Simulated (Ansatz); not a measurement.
# Calculations on Rh

## 1. Relaxation

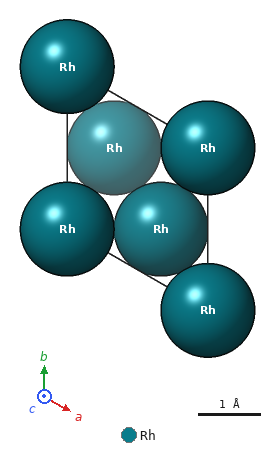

Starting structure of crystalline Rh (set up in P6_3/mmc). Style: spheres-only. Shown: the cell of the calculation, along the c axis.

Case: relaxed at 3 GPa.

Theory: DFT PBEsol, scalar-relativistic, plane waves, PAW (Ansatz).

Input
```yaml
crystal:
  lattice:
    - [2.6504116192, 0.0, 0.0]
    - [-1.3252058096, 2.2953237927, 0.0]
    - [0.0, 0.0, 8.6455258956]
  atoms:
    - { symbol: Rh, position: [0.0, 0.0, 0.0] }
    - { symbol: Rh, position: [0.3333333333, 0.6666666667, 0.25] }
    - { symbol: Rh, position: [0.0, 0.0, 0.5] }
    - { symbol: Rh, position: [0.6666666667, 0.3333333333, 0.75] }
basis:
  ecutwfc: 420
kpoints:
  mp_grid: { grid: [18, 18, 6] }
hamiltonian:
  xc: pbesol
scf:
  occupations: { method: gaussian, width: 0.1 }
output:
  forces: true
  stress: true
  eigenvalues: true
relax:
  adjacent_minimum: "off"
  f_tol: 0.008
  max_steps: 50
  cell: { stress_tol: 0.08, p_target: 3.0 }
```

Launched with:
```bash
ansatz run input.yaml --threads 1 --pin off --max-ram 2560MiB --backend cpu --events-out ev --progress --plain --runs-dir out
```

**Predict the outcome.**

No atom moves by more than 0.005 Å relative to the cell. Cell: a = b 2.650 → 2.667 Å (+0.6 %), c 8.646 → 8.698 Å (+0.6 %). Volume +1.8 %. Near-neighbour distances that change, for instance: Rh1–Rh1 2.650 → 2.667 Å, Rh1–Rh2 2.648 → 2.664 Å. The space group stays P6_3/mmc (No. 194). The energy falls by 9.0 meV per atom in 3 accepted moves (4 points after the start). With the target pressure of 3 GPa, the enthalpy E + pV changes by −4.4 meV per atom. All forces vanish by symmetry, so only the cell relaxes. Pressure: 8.93 GPa at the start and 3.00 GPa at the end. At 1 point the geometry stayed and the basis and grid were re-selected for the new cell (energy shift of 0.1 meV per atom at most each time).

Step by step:

```json
{"step": "0", "E − E(0), meV/atom": "0.00", "pressure, GPa": "8.93", "volume, Å³/atom": "13.149", "note": ""}
{"step": "1", "E − E(0), meV/atom": "-9.60", "pressure, GPa": "-1.49", "volume, Å³/atom": "13.595", "note": ""}
{"step": "2", "E − E(0), meV/atom": "-8.94", "pressure, GPa": "2.83", "volume, Å³/atom": "13.399", "note": ""}
{"step": "3", "E − E(0), meV/atom": "-8.80", "pressure, GPa": "3.01", "volume, Å³/atom": "13.391", "note": ""}
{"step": "4", "E − E(0), meV/atom": "-8.95", "pressure, GPa": "3.00", "volume, Å³/atom": "13.391", "note": "same geometry, new basis"}
```

## 2. Relaxation

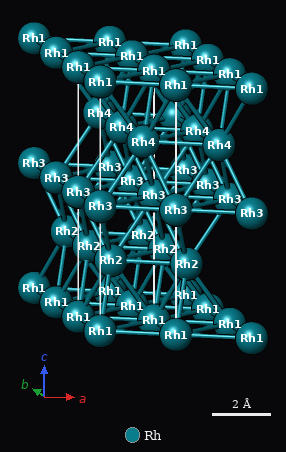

Crystalline Rh (set up in P6_3/mmc), before the relaxation. The picture is a ball-and-stick view of the cell of the calculation, repeated 2 × 3 × 1 with one cell outlined, seen slightly off an axis.

Case: relaxed at -3 GPa.

Theory: Ansatz 0.2.0, DFT PBEsol, scalar-relativistic, plane waves, PAW.

The input:
```yaml
crystal:
  lattice:
    - [2.7008940877, 0.0, 0.0]
    - [-1.3504470438, 2.3390428929, 0.0]
    - [0.0, 0.0, 8.8101974829]
  atoms:
    - { symbol: Rh, position: [0.0, 0.0, 0.0] }
    - { symbol: Rh, position: [0.3333333333, 0.6666666667, 0.25] }
    - { symbol: Rh, position: [0.0, 0.0, 0.5] }
    - { symbol: Rh, position: [0.6666666667, 0.3333333333, 0.75] }
basis:
  ecutwfc: 420
kpoints:
  mp_grid: { grid: [18, 18, 6] }
hamiltonian:
  xc: pbesol
scf:
  occupations: { method: gaussian, width: 0.1 }
output:
  forces: true
  stress: true
  eigenvalues: true
relax:
  adjacent_minimum: "off"
  f_tol: 0.008
  max_steps: 50
  cell: { stress_tol: 0.08, p_target: -3.0 }
```

Launched with:
```bash
ansatz run input.yaml --threads 1 --pin off --max-ram 2560MiB --backend cpu --events-out ev --progress --plain --runs-dir out
```

Question: Predict the outcome.

Answer: The atoms keep their places relative to the cell (all moves are under 0.005 Å). The volume changes by −1.8 %, with a = b 2.701 → 2.685 Å (−0.6 %), c 8.810 → 8.757 Å (−0.6 %). Among the contacts that change: Rh1–Rh2 2.699 → 2.682 Å, Rh1–Rh1 2.701 → 2.685 Å. The space group stays P6_3/mmc (No. 194). After 3 accepted moves (4 points after the start) the energy has fallen by 8.4 meV per atom. With the target pressure of -3 GPa, the enthalpy E + pV changes by −3.7 meV per atom. All forces vanish by symmetry, so only the cell relaxes. The pressure goes from −7.77 to −3.00 GPa. At 1 point the geometry stayed and the basis and grid were re-selected for the new cell (energy shift of 0.1 meV per atom at most each time).

History of the run:

| step | E − E(0), meV/atom | pressure, GPa | volume, Å³/atom | note |
| --- | --- | --- | --- | --- |
| 0 | 0.00 | -7.77 | 13.915 |  |
| 1 | -9.43 | 2.01 | 13.435 |  |
| 2 | -8.33 | -3.18 | 13.676 |  |
| 3 | -8.50 | -3.01 | 13.668 |  |
| 4 | -8.36 | -3.00 | 13.668 | same geometry, new basis |

## 3. A change

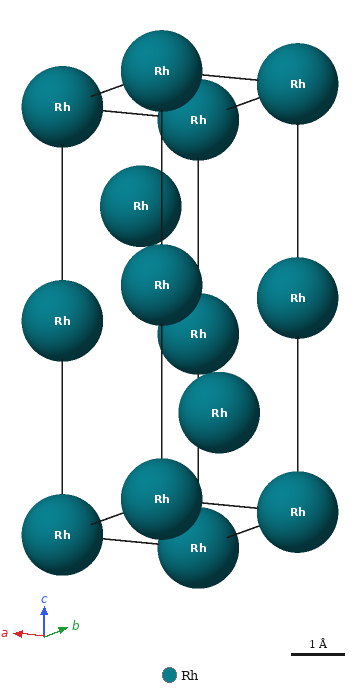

The starting point is a crystal of Rh (set up in P6_3/mmc). Style: spheres-only. Shown: the cell of the calculation, from a free direction.

Method: DFT PBEsol, scalar-relativistic, plane waves, PAW (Ansatz 0.2.0). Settings: plane-wave cutoff 420 eV; k-point mesh 18 × 18 × 6; occupations gaussian; smearing width 0.1 eV; no spin polarisation.

The variant: The crystal is put under a hydrostatic pressure of 15 GPa. Cell and atoms are relaxed at that pressure.

Question: What is the effect?

Answer: It costs 26.6 meV per atom. The pressure goes from 0.0 to 15.0 GPa. The drawn cell changes as follows: a = b 2.675 → 2.635 Å (−1.5 %), c 8.727 → 8.597 Å (−1.5 %); the volume changes by −4.4 %. The atoms keep their places relative to the cell (all moves are under 0.005 Å). Among the bonded contacts that change: Rh–Rh 2.674 → 2.633 Å. The space group stays P6_3/mmc (No. 194).

The changed structure in the same view:

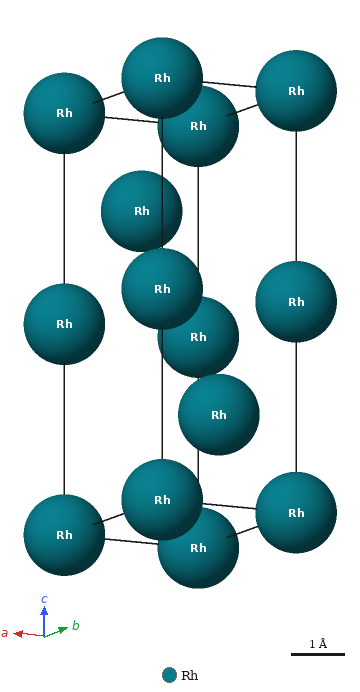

## 4. Series

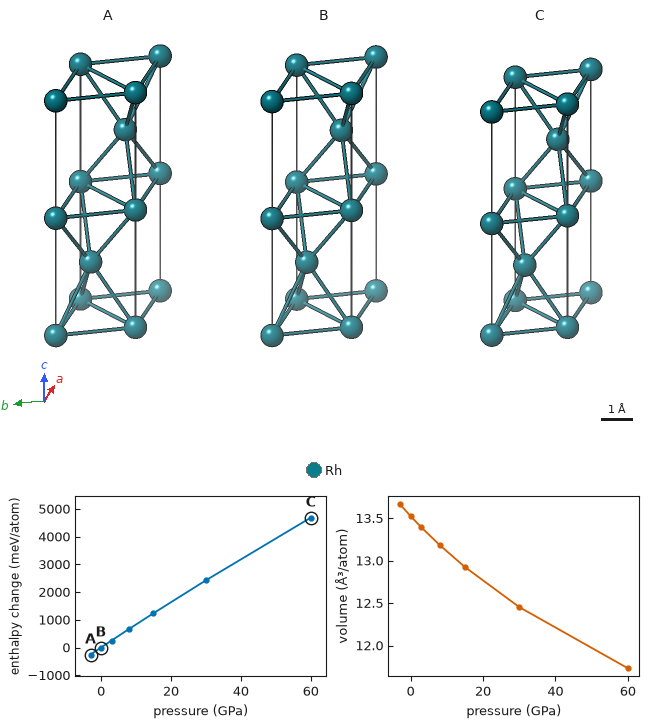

Members of a series of calculations on crystalline Rh (set up in P6_3/mmc), marked on the first curve. The picture is a ball-and-stick view of the cell of the calculation, seen from a free direction.

The calculation used DFT PBEsol, scalar-relativistic, plane waves, PAW (Ansatz 0.2.0). (plane-wave cutoff 420 eV; k-point mesh 18 × 18 × 6; occupations gaussian; smearing width 0.1 eV; no spin polarisation)

How does the crystal respond to pressure?

Answer. The structure is relaxed at several pressures. A (pressure −3.0 GPa): enthalpy change −255 meV/atom, volume 13.67 Å³ per atom. B (pressure 0.0 GPa): enthalpy change 0.0 meV/atom, volume 13.52 Å³ per atom. C (pressure 60.0 GPa): enthalpy change 4684 meV/atom, volume 11.73 Å³ per atom. The rest compares A with C. Cell: a = b 2.685 → 2.551 Å (−5.0 %), c 8.757 → 8.327 Å (−4.9 %). Volume −14.2 %. Near-neighbour distances before and after: Rh–Rh 2.684 → 2.550 Å.
